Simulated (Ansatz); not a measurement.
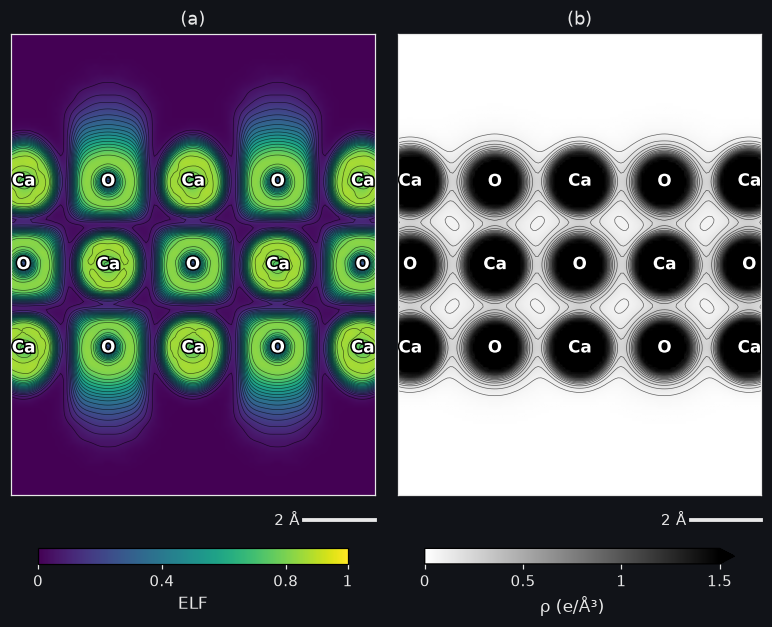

Figure 1: CaO (slab). (a) ELF; (b) valence charge density (pseudo) on the (110) plane of the calculation cell, a cut from vacuum to vacuum.

These are results of DFT PBE, scalar-relativistic, plane waves, PAW (Ansatz), not measurements.

The density is the valence pseudo-density of a PAW calculation; it isn't the true density close to the nuclei.

### Interpret the plot.

The section cuts through Ca and O sites. Ca–O (2.37 Å): ρ is about 0.28 e/Å³ halfway; the ELF peaks at about 0.80 in the valence shell of O, 0.6 Å from its nucleus, and drops to about 0.05 between the two atoms (a closed-shell, largely ionic contact). Ca–O (2.42 Å): ρ is about 0.25 e/Å³ halfway; the ELF peaks at about 0.85 in the valence shell of O, 0.6 Å from its nucleus, and is about 0.10 at the midpoint; an ionic contact with no shared pair. The density dies away to nearly zero in the vacuum. The features right at Ca lie inside the PAW spheres, where the map follows smoothed inner orbitals and isn't to be read closely.

### Does the calculation make it a metal, or give it a gap?

It is gapped, with a Kohn–Sham gap of 2.8 eV on the k-point mesh, an upper bound to the gap of this method.
